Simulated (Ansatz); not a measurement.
# Bands, cutoff and cost in G0W0 for SnH (chair-type functionalised monolayer)

Wanted: a G0W0 gap for SnH (chair-type functionalised monolayer) that is converged in bands and cutoff, or an estimate of the limit.

Calculated with Ansatz 0.2.0; G0W0 on PBEsol, plane waves, PAW; PAW set soft_1.

## 1. The starting structure

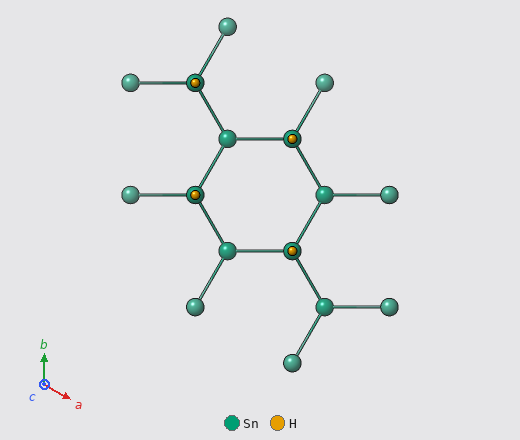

The starting structure, seen from above (tin teal, hydrogen orange). 2×2×1 cells are drawn. Some periodic images of atoms are drawn too.

The cell holds 4 atoms: 2 Sn and 2 H. Its edges and angles: a = 4.632 Å, b = 4.632 Å, c = 31.800 Å, α = 90.0°, β = 90.0°, γ = 120.0°. Vacuum lies along c.

The structure was relaxed with PBEsol. The runs that relaxed it are not among those shown. The Coulomb interaction is cut off across the vacuum.

## 2. 188 empty bands, screening to 27 eV

G0W0 replaces the xc potential by the self-energy, built once from these orbitals. Only a window of levels is corrected, while the sums run over the empty bands that the input names. This step takes PAW set soft_1 files.

Input file input.yaml:

```yaml
crystal:
  lattice:
    - [4.6321156755, 0.0, 0.0]
    - [-2.3160578378, 4.0115298483, 0.0]
    - [0.0, 0.0, 31.8]
  atoms:
    - { symbol: Sn, position: [0.3333333333, 0.6666666667, 0.5129995773] }
    - { symbol: Sn, position: [0.6666666667, 0.3333333333, 0.4870004227] }
    - { symbol: H, position: [0.3333333333, 0.6666666667, 0.5673340556] }
    - { symbol: H, position: [0.6666666667, 0.3333333333, 0.4326659444] }
  periodic: [true, true, false]
kpoints:
  mp_grid: { grid: [3, 3, 1] }
hamiltonian:
  xc: pbesol
  pseudopotentials: { kind: paw, azcp: { folder: soft_1 }, xc_functional: pbe }
scf:
  occupations: { method: fixed }
gw:
  n_empty_bands: 188
  ecut_chi: 27.0
  qp_bands: [v2, c2]
  qp_kpoints: band_edges
  screening: { model: contour_deformation }
```

Launch:

```bash
$ ansatz run input.yaml --threads 8 --pin off --max-ram 17510MiB --backend cpu --events-out ev --progress --plain --runs-dir out
```

Numbers of over 12 decimals in the logs are rounded to 6 here.

What it wrote:

```text
Engine: ansatz 0.2.0, aarch64-unknown-linux-gnu
Pseudopotentials: kind: paw
Pseudopotential: Sn, paw, valence charge 14, recommended cutoff 420 eV (normal), soft_1/Sn.paw.azcp
Pseudopotential: H, paw, valence charge 1, recommended cutoff 420 eV (normal), soft_1/H.paw.azcp
Functional definition: PBEsol
  exchange = pbesol_x
  correlation = pbesol_c
Crystal: 4 atoms, lattice volume = 590.903 Å³
Basis set: ecut = 420 eV, 11597 PW (Γ)
Bands: 19, of which v1, the nominal top of the filled ones, is band 15 counted from 1 (14 counted from 0)
Symmetry: 12 space group operations
Space group: P-3m1 (ITA 164), of the structure as read, at distance tolerance 8.4e-5 Å
k-points: 3 of 9
Non-local potential: Sn, projectors of the file, l = 0: 2, l = 1: 2, l = 2: 2, l = 3: 1
Non-local potential: H, projectors of the file, l = 0: 2, l = 1: 1
PAW form: soft (Blöchl's): semilocal exchange-correlation on the pseudo side does not see the compensation charge
PAW frozen core: Sn, regenerated for the run's functional, and the local potential with it (the file was generated under x = pbe(κ = 0.804, μ = 0.219515), c = pbe(β = 0.066725))
PAW one-centre angular grid: Sn, 590 points (default); XC on 64 Gauss nodes
PAW one-centre angular grid: H, 110 points (default); XC on 64 Gauss nodes
Initial density: superposition of atomic densities (neutral atoms: chi_scale 0, normalization atom)
Initial wavefunctions: pseudopotential atomic-orbital guess
Functional: x = pbesol(κ = 0.804, μ = 0.123457), c = pbesol(β = 0.046)
SCF iter   1: F=—  HF=-11930.263817 eV  |F-HF|=—  |Δ(HF+E_count)|=         —  Δρ=1.70e-2  dr2=1.74e0  ethr=3.10e-3  ⟨swp⟩=6.0  Hψ=280  notcnv=0  defer=6
preconditioner: auto → Resta (q_TF=auto, 1.660 Å⁻¹)  ε∞=1.4  [insulator: Δε(μ)=0.670 eV  Ē_g=8.164 eV  n_scr=46 (ndim 8)  ℏωp=4.8 eV  f_vac=0.788  ε∞_Penn≈1.4  vacuum switching on, ρ_ref=4.8e-3 e/Å³]
SCF iter   2: F=—  HF=-11929.782655 eV  |F-HF|=—  |Δ(HF+E_count)|=   4.81e-1  Δρ=6.07e-3  dr2=2.53e-1  ethr=3.10e-3  ⟨swp⟩=3.0  Hψ=110  notcnv=0  defer=4
SCF iter   3: F=—  HF=-11929.717959 eV  |F-HF|=—  |Δ(HF+E_count)|=   6.47e-2  Δρ=1.13e-3  dr2=8.34e-3  ethr=8.45e-4  ⟨swp⟩=3.0  Hψ=87  notcnv=0  defer=4
SCF iter   4: F=—  HF=-11929.717207 eV  |F-HF|=—  |Δ(HF+E_count)|=   7.52e-4  Δρ=3.24e-4  dr2=5.02e-4  ethr=2.78e-5  ⟨swp⟩=4.0  Hψ=141  notcnv=0  defer=5
SCF iter   5: F=—  HF=-11929.717638 eV  |F-HF|=—  |Δ(HF+E_count)|=   4.31e-4  Δρ=8.76e-5  dr2=4.10e-5  ethr=1.67e-6  ⟨swp⟩=3.0  Hψ=115  notcnv=0  defer=5
SCF iter   6: F=—  HF=-11929.717639 eV  |F-HF|=—  |Δ(HF+E_count)|=   7.53e-7  Δρ=2.23e-5  dr2=2.45e-6  ethr=1.37e-7  ⟨swp⟩=2.7  Hψ=103  notcnv=0  defer=6
SCF iter   7: F=-11929.717640 eV  HF=-11929.717640 eV  |F-HF|=5.45e-8  |Δ(HF+E_count)|=   6.22e-7  Δρ=3.05e-6  dr2=4.79e-8  ethr=3.33e-10  ⟨swp⟩=13.0  Hψ=384  notcnv=0
SCF 1 converged in 7 iterations: F = -11929.717640 eV  dr2 = 4.79e-8
  greatest PAW one-centre occupation: 0.991 electrons in one spin orbital (limit 2), on the Sn atom at site 1 (counted from 0), in its partial waves of l = 2
NSCF: frozen V_eff on 3 k-points
G₀W₀ screening: q 1/3
[... further progress lines ...]
NSCF: frozen V_eff on 1 k-points
SCF converged after 7 iterations
Free energy (F): -11929.717640 eV
Harris-Foulkes:  -11929.717640 eV  (|F-HF|=5.45e-8)
Internal energy: -11929.717640 eV  (E = F + TS)
E sigma→0 (E₀):  -11929.717640 eV
Fermi energy:    -4.857268 eV
--- Per-component energies (eV) ---
  E_band       = -603.334980
  E_kinetic    = 362.915889
  E_local      = -33258.157708  (includes V_loc(G=0)·N_el)
  E_nonlocal   = 295.006023
  E_hartree    = 16415.176311
  E_xc         = -264.917881
  E_vxc        = -181.105079  (∫ρ·V_xc dr)
  E_paw        = -8595.197524  (= ΣΔE_a)
  E_vpaw       = -652.350889  (= ΣTr[D̂ρ^β])
  E_aug_tail   = -0.001158  (compensation charges beyond the density's cutoff)
  E_ewald      = 13114.888730
  E_core_change = 0.569679  (= ΣΔE_core)
  E_smearing   = -0.000000  (= −TS)
  E_closure    = 0.000000  (closes the sum)
  Σ components = -11929.717640   (vs F -11929.717640, Δ=0.00e0)
--- Band table (eV) ---
  k-point 0: bands = [... 11 lower, -10.2244, -7.0367, -4.8573, -4.8573, -4.2805, -1.4034, -1.4034, -1.3274]
  k-point 1: bands = [... 11 lower, -10.8486, -7.7287, -7.2060, -5.8939, -3.1372, -1.1915, -0.7803, 0.4405]
  k-point 2: bands = [... 11 lower, -12.1470, -7.5223, -7.5223, -7.4502, -0.9659, -0.9659, -0.9270, 0.6289]
--- G₀W₀: contour deformation, 7 samples at zero and on the imaginary axis and 2 off it, 9 q-points, 188 empty bands' worth ---
  eigenvalues of the whole cell's RPA ε∞ on this k-mesh (on a slab, of 1 + 4πα/V) = 1.1213, 46.0540, 46.0540; static W/v taken at q = 0 is 0.251479
  bands read: the sum over 203 bands ends inside a degenerate multiplet in 1 slot, whose members it reads at an even weight; the widest, k=2: bands 203 to 204 (counted from 1) at 1/2 each
  gw.qp_kpoints: band_edges: 2 of 3 stored k-points solved, in 1 pass; an edge of the gap read off the rows below is read off those points alone
    valence top: of the k-points left out ik 2 came nearest to being solved in a further pass, in band 14 (counted from 1, as in the quasiparticle table): it holds the edge there only if its correction is more favourable than any solved in that band by at least 2.665 eV; those differ by 0.502 eV
    conduction bottom: of the k-points left out ik 2 came nearest to being solved in a further pass, in band 16 (counted from 1, as in the quasiparticle table): it holds the edge there only if its correction is more favourable than any solved in that band by at least 3.075 eV; those differ by 0.240 eV
    ik  band        ε_KS         Σx   Σc(E_QP)       V_xc       Z   E_QP_lin       E_QP  E_QP is
     0    14     -4.8573   -14.5046     1.7517   -13.0451  0.6667    -4.5712    -4.5650  root
     0    15     -4.8573   -14.5046     1.7517   -13.0451  0.6667    -4.5712    -4.5650  root
     0    16     -4.2805    -9.4084    -3.3497   -13.4165  0.6702    -3.5690    -3.6221  root
     0    17     -1.4034    -7.1013    -3.8477   -11.4190  0.6511    -0.9041    -0.9333  root
     1    14     -7.2060   -15.2197     2.9659   -12.0439  0.6349    -7.4209    -7.4159  root
     1    15     -5.8939   -14.0005     1.9617   -12.2332  0.6550    -5.7025    -5.6996  root
     1    16     -3.1372    -7.2228    -3.5088   -11.1503  0.6681    -2.6985    -2.7185  root
     1    17     -1.1915    -5.3995    -3.5443    -9.3027  0.6574    -0.8165    -0.8327  root
```

Wall time 7.8 s (8 threads of Arm Neoverse V1, shared host); peak memory 1.2 GiB.

Numbers from this step:

```
bands summed                                 : 203
plane waves in the screening matrix          : 153
q-points in the mesh                         : 9
G0W0 gap on the mesh                         : 0.9429 eV
k of the valence top                         : 0, 0, 0
k of the conduction bottom                   : 0, 0, 0
starting gap on the mesh                     : 0.5767 eV
Z at the valence top                         : 0.6667
Z at the conduction bottom                   : 0.6702
least direct G0W0 gap on the computed points : 0.9429 eV
```

The gap on the mesh goes from 0.58 eV to 0.94 eV, a correction of +0.37 eV. Between the two edge states, bare exchange in place of the xc potential would open the gap by 5.47 eV, and correlation takes back 5.10 eV.

## 3. 532 empty bands, screening to 54 eV

Another rung: the empty bands reach about as high as the screening cutoff, so the two stay in balance.

input.yaml, as its differences from that of step 2:

```diff
@@ -19,4 +19,4 @@
 gw:
-  n_empty_bands: 188
-  ecut_chi: 27.0
+  n_empty_bands: 532
+  ecut_chi: 54.0
   qp_bands: [v2, c2]
```

What it wrote:

```text
[...]
Crystal: 4 atoms, lattice volume = 590.903 Å³
Basis set: ecut = 420 eV, 11597 PW (Γ)
Bands: 19, of which v1, the nominal top of the filled ones, is band 15 counted from 1 (14 counted from 0)
[... 1 set-up line as in the run before ...]
[...]
k-points: 3 of 9
[...]
SCF iter   1: F=—  HF=-11930.263817 eV  |F-HF|=—  |Δ(HF+E_count)|=         —  Δρ=1.70e-2  dr2=1.74e0  ethr=3.10e-3  ⟨swp⟩=6.0  Hψ=280  notcnv=0  defer=6
[...]
SCF iter   7: F=-11929.717640 eV  HF=-11929.717640 eV  |F-HF|=5.45e-8  |Δ(HF+E_count)|=   6.22e-7  Δρ=3.05e-6  dr2=4.79e-8  ethr=3.33e-10  ⟨swp⟩=13.0  Hψ=384  notcnv=0
SCF 1 converged in 7 iterations: F = -11929.717640 eV  dr2 = 4.79e-8
[...]
NSCF: frozen V_eff on 3 k-points
G₀W₀ screening: q 1/3
[... further progress lines ...]
[...]
SCF converged after 7 iterations
Free energy (F): -11929.717640 eV
[...]
Internal energy: -11929.717640 eV  (E = F + TS)
E sigma→0 (E₀):  -11929.717640 eV
Fermi energy:    -4.857268 eV
[...]
--- Band table (eV) ---
  k-point 0: bands = [... 11 lower, -10.2244, -7.0367, -4.8573, -4.8573, -4.2805, -1.4034, -1.4034, -1.3274]
  k-point 1: bands = [... 11 lower, -10.8486, -7.7287, -7.2060, -5.8939, -3.1372, -1.1915, -0.7803, 0.4405]
  k-point 2: bands = [... 11 lower, -12.1470, -7.5223, -7.5223, -7.4502, -0.9659, -0.9659, -0.9270, 0.6289]
[...]
0    14     -4.8573   -14.5046     1.3926   -13.0451  0.6620    -4.9245    -4.9241  root
     0    15     -4.8573   -14.5046     1.3926   -13.0451  0.6620    -4.9245    -4.9241  root
     0    16     -4.2805    -9.4084    -3.6420   -13.4165  0.6676    -3.9006    -3.9144  root
     0    17     -1.4034    -7.1013    -4.0766   -11.4190  0.6494    -1.1562    -1.1622  root
     1    14     -7.2060   -15.2197     2.7674   -12.0439  0.6289    -7.6363    -7.6144  root
     1    15     -5.8939   -14.0005     1.6448   -12.2332  0.6514    -6.0177    -6.0164  root
     1    16     -3.1372    -7.2228    -3.7262   -11.1503  0.6668    -2.9322    -2.9360  root
     1    17     -1.1915    -5.3995    -3.6999    -9.3027  0.6570    -0.9840    -0.9883  root
```

The job ended after 38 s (8 threads; peak memory 3.7 GiB).

This step gave:

| Property | Result |
| --- | --- |
| bands summed | 547 |
| plane waves in the screening matrix | 537 |
| q-points in the mesh | 9 |
| G0W0 gap on the mesh | 1.010 eV |
| k of the valence top | 0, 0, 0 |
| k of the conduction bottom | 0, 0, 0 |
| starting gap on the mesh | 0.5767 eV |
| Z at the valence top | 0.6620 |
| Z at the conduction bottom | 0.6676 |
| least direct G0W0 gap on the computed points | 1.010 eV |

Against the run with 3×3×1 mesh, 188 empty bands, screening to 27 eV, PAW set soft_1 files, the gap moves by +0.07 eV.

## 4. 1145 empty bands, screening to 90 eV

input.yaml, as its differences from that of step 3:

```diff
@@ -18,5 +18,6 @@
   occupations: { method: fixed }
+  convergence: { dr2_threshold: 1.0e-10 }
 gw:
-  n_empty_bands: 532
-  ecut_chi: 54.0
+  n_empty_bands: 1145
+  ecut_chi: 90.0
   qp_bands: [v2, c2]
```

What it wrote:

```text
[...]
Crystal: 4 atoms, lattice volume = 590.903 Å³
Basis set: ecut = 420 eV, 11597 PW (Γ)
Bands: 19, of which v1, the nominal top of the filled ones, is band 15 counted from 1 (14 counted from 0)
[... 1 set-up line as in the run before ...]
[...]
k-points: 3 of 9
[...]
0    16     -4.2806    -9.4084    -3.8424   -13.4165  0.6664    -4.1125    -4.1148  root
     0    17     -1.4036    -7.1013    -4.2089   -11.4190  0.6487    -1.2936    -1.2947  root
     1    14     -7.2062   -15.2197     2.6236   -12.0440  0.6263    -7.8125    -7.7582  root
     1    15     -5.8940   -14.0005     1.4804   -12.2332  0.6504    -6.1890    -6.1809  root
     1    16     -3.1372    -7.2229    -3.8682   -11.1503  0.6659    -3.0777    -3.0780  root
     1    17     -1.1916    -5.3997    -3.8132    -9.3028  0.6571    -1.1009    -1.1016  root
[key lines of the parts left out:]
SCF converged after 10 iterations
Free energy (F): -11929.717640 eV
Fermi energy:    -4.857380 eV
```

It took 2.9 min on 8 threads; peak memory 9.8 GiB; 20 min of CPU time.

Numbers from this step:

```yaml
bands_summed: 1160
plane_waves_in_the_screening_matrix: 1177
g0w0_gap_on_the_mesh: 0.9985 eV
k_of_the_valence_top: 0, 0, 0
k_of_the_conduction_bottom: 0, 0, 0
starting_gap_on_the_mesh: 0.5768 eV
least_direct_g0w0_gap_on_the_computed_points: 0.9985 eV
```

Against the run with 3×3×1 mesh, 532 empty bands, screening to 54 eV, PAW set soft_1 files, the gap moves by −0.011 eV.

## 5. 2104 empty bands, screening to 135 eV

input.yaml, as its differences from that of step 4:

```diff
@@ -18,6 +18,5 @@
   occupations: { method: fixed }
-  convergence: { dr2_threshold: 1.0e-10 }
 gw:
-  n_empty_bands: 1145
-  ecut_chi: 90.0
+  n_empty_bands: 2104
+  ecut_chi: 135.0
   qp_bands: [v2, c2]
```

What it wrote:

```text
[...]
Crystal: 4 atoms, lattice volume = 590.903 Å³
Basis set: ecut = 420 eV, 11597 PW (Γ)
Bands: 19, of which v1, the nominal top of the filled ones, is band 15 counted from 1 (14 counted from 0)
[... 1 set-up line as in the run before ...]
[...]
k-points: 3 of 9
[...]
0    16     -4.2805    -9.4084    -3.9570   -13.4165  0.6659    -4.2293    -4.2295  root
     0    17     -1.4034    -7.1013    -4.2892   -11.4190  0.6474    -1.3747    -1.3748  root
     1    14     -7.2060   -15.2197     2.5254   -12.0439  0.6253    -7.9181    -7.8564  root
     1    15     -5.8939   -14.0005     1.3895   -12.2332  0.6499    -6.2871    -6.2718  root
     1    16     -3.1372    -7.2228    -3.9504   -11.1503  0.6655    -3.1600    -3.1601  root
     1    17     -1.1915    -5.3995    -3.8818    -9.3027  0.6538    -1.1701    -1.1701  root
[key lines of the parts left out:]
SCF converged after 7 iterations
Free energy (F): -11929.717640 eV
Fermi energy:    -4.857268 eV
```

Elapsed: 11 min, on 8 threads; peak memory 8.6 GiB.

This step gave:

* bands summed: 2119
* plane waves in the screening matrix: 2155
* G0W0 gap on the mesh: 0.9884 eV
* k of the valence top: 0, 0, 0
* k of the conduction bottom: 0, 0, 0
* starting gap on the mesh: 0.5767 eV
* least direct G0W0 gap on the computed points: 0.9884 eV

Against the run with 3×3×1 mesh, 1145 empty bands, screening to 90 eV, PAW set soft_1 files, the gap moves by −0.010 eV.

## 6. Changing the k mesh: 6×6×1 mesh, 532 empty bands, screening to 54 eV, PAW set soft_1 files

A second mesh at equal bands and cutoff isolates the sampling error. Bands and cutoff differ from the step before, so it is read against an earlier run that matches them.

input.yaml, as its differences from that of step 5:

```diff
@@ -12,3 +12,3 @@
 kpoints:
-  mp_grid: { grid: [3, 3, 1] }
+  mp_grid: { grid: [6, 6, 1] }
 hamiltonian:
@@ -19,4 +19,4 @@
 gw:
-  n_empty_bands: 2104
-  ecut_chi: 135.0
+  n_empty_bands: 532
+  ecut_chi: 54.0
   qp_bands: [v2, c2]
```

What it wrote:

```text
[...]
Crystal: 4 atoms, lattice volume = 590.903 Å³
Basis set: ecut = 420 eV, 11597 PW (Γ)
Bands: 19, of which v1, the nominal top of the filled ones, is band 15 counted from 1 (14 counted from 0)
[... 1 set-up line as in the run before ...]
[...]
k-points: 7 of 36
[...]
1    17     -1.3856    -6.6052    -3.5890   -10.5598  0.6350    -0.9905    -1.0200  root
[...]
4    14     -7.2513   -15.3019     2.7413   -12.0288  0.6016    -7.8644    -7.7831  root
     4    15     -6.2085   -13.3313     1.2436   -11.8340  0.6163    -6.4744    -6.4622  root
     4    16     -1.9922    -8.5644    -3.8006   -12.8028  0.6184    -1.5052    -1.5544  root
     4    17     -1.5411    -5.9688    -3.4582    -9.7222  0.6343    -1.2262    -1.2460  root
[key lines of the parts left out:]
SCF converged after 7 iterations
Free energy (F): -11930.017724 eV
Fermi energy:    -4.930090 eV
```

Wall time 2.2 min (8 threads); peak memory 7.9 GiB; 17 min of CPU time.

This step gave:

```yaml
bands_summed: 547
plane_waves_in_the_screening_matrix: 537
g0w0_gap_on_the_mesh: 1.172 eV
k_of_the_valence_top: 0, 0, 0
k_of_the_conduction_bottom: 0, 0, 0
starting_gap_on_the_mesh: 0.6027 eV
least_direct_g0w0_gap_on_the_computed_points: 1.172 eV
```

Against the run with 3×3×1 mesh, 532 empty bands, screening to 54 eV, PAW set soft_1 files, the gap moves by +0.16 eV, while the start moved by +0.03 eV.

## 7. Side by side

Times are wall times on 8 threads of Arm Neoverse V1, shared host, good to a factor of about two.

```tsv
mesh	files	frequency	bands summed	cutoff (eV)	start (eV)	G0W0 (eV)	time	host memory (GiB)
3×3×1	PAW set soft_1	contour deformation	203	27	0.577	0.943	7.8 s	1.2
3×3×1	PAW set soft_1	contour deformation	547	54	0.577	1.010	38 s	3.7
3×3×1	PAW set soft_1	contour deformation	1160	90	0.577	0.998	2.9 min	9.8
3×3×1	PAW set soft_1	contour deformation	2119	135	0.577	0.988	11 min	8.6
6×6×1	PAW set soft_1	contour deformation	547	54	0.603	1.172	2.2 min	7.9
```

The parts of the quasiparticle energy at the two band edges (eV; QP = start + Σx + Σc − Vxc):

```tsv
run	edge	start	Σx	Σc	Vxc	Z	QP
203 bands	valence top	-4.86	-14.50	1.75	-13.05	0.67	-4.57
203 bands	conduction bottom	-4.28	-9.41	-3.35	-13.42	0.67	-3.62
547 bands	valence top	-4.86	-14.50	1.39	-13.05	0.66	-4.92
547 bands	conduction bottom	-4.28	-9.41	-3.64	-13.42	0.67	-3.91
1160 bands	valence top	-4.86	-14.50	1.20	-13.05	0.66	-5.11
1160 bands	conduction bottom	-4.28	-9.41	-3.84	-13.42	0.67	-4.11
2119 bands	valence top	-4.86	-14.50	1.10	-13.05	0.66	-5.22
2119 bands	conduction bottom	-4.28	-9.41	-3.96	-13.42	0.67	-4.23
```

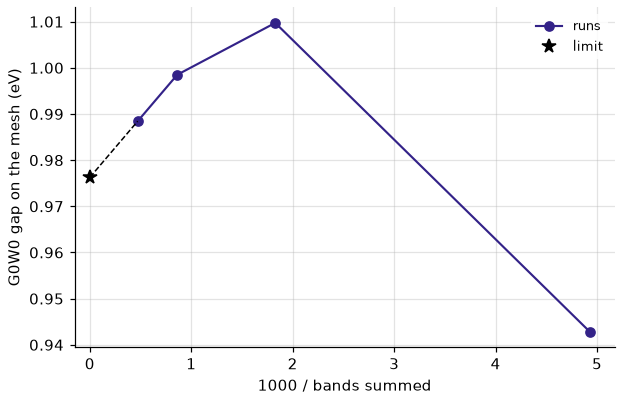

The gap against one over the number of bands; the dashed line carries the two highest rungs to the limit.

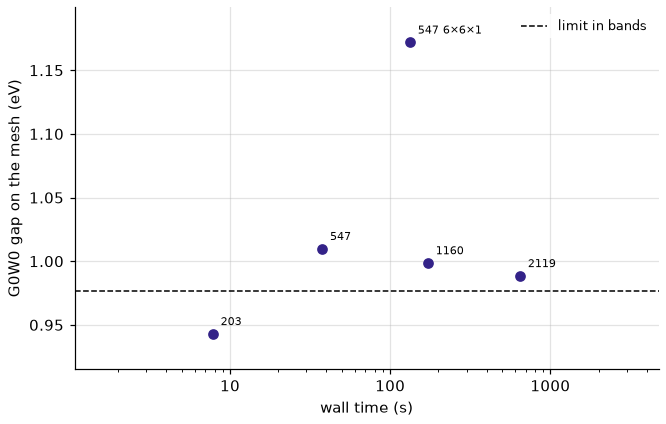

Result against wall time.

## 8. Results

- 203 bands, 27 eV: 0.943 eV
- 547 bands, 54 eV: 1.010 eV
- 1160 bands, 90 eV: 0.998 eV
- 2119 bands, 135 eV: 0.988 eV
- estimated limit in bands and cutoff: 0.98 eV
- mesh and start: 3×3×1, PBEsol

What this shows: A line in one over the bands through the two highest rungs gives 0.98 eV, −0.01 eV from the top rung; the pair below gives 0.99 eV, in fair agreement. The rungs stand 0.03 eV (203 bands), 0.03 eV (547 bands), 0.02 eV (1160 bands) and 0.01 eV (2119 bands) from it. From 203 to 2119 bands the gap moves by +0.05 eV while the time grows 83-fold. Σc changes by −0.65 eV at the valence top and −0.61 eV at the conduction bottom, so the levels themselves move more than the gap between them. On the 6×6×1 mesh in place of 3×3×1 the gap differs by +0.16 eV, of which +0.03 eV is already in the start. The cheapest rung within 0.1 eV of this estimate is that with 203 bands (7.8 s). The mesh in the plane is coarse for a sheet; gap and any exciton binding can still move on denser ones. The many-body steps are scalar-relativistic: spin-orbit coupling is not in them.

[Paths, hosts, dates, memory and timing lines, banners, echoed tables and standing remarks are left out of the program output.]

[Logs are printed without paths, hosts, clocks, repeated set-up lines and the standing remarks that a program may print on its own settings, such as how far it seeks lower states.]

[Runs of the session that timed out or met a known fault of the program may be left out.]

[Cells called generated may have been cut or substituted from an entry of the Crystallography Open Database or the Materials Project.]

[Hosts, paths, dates, database ids (printed as entryN), source tags and the programs' standing remarks are cut or masked in the printed files.]
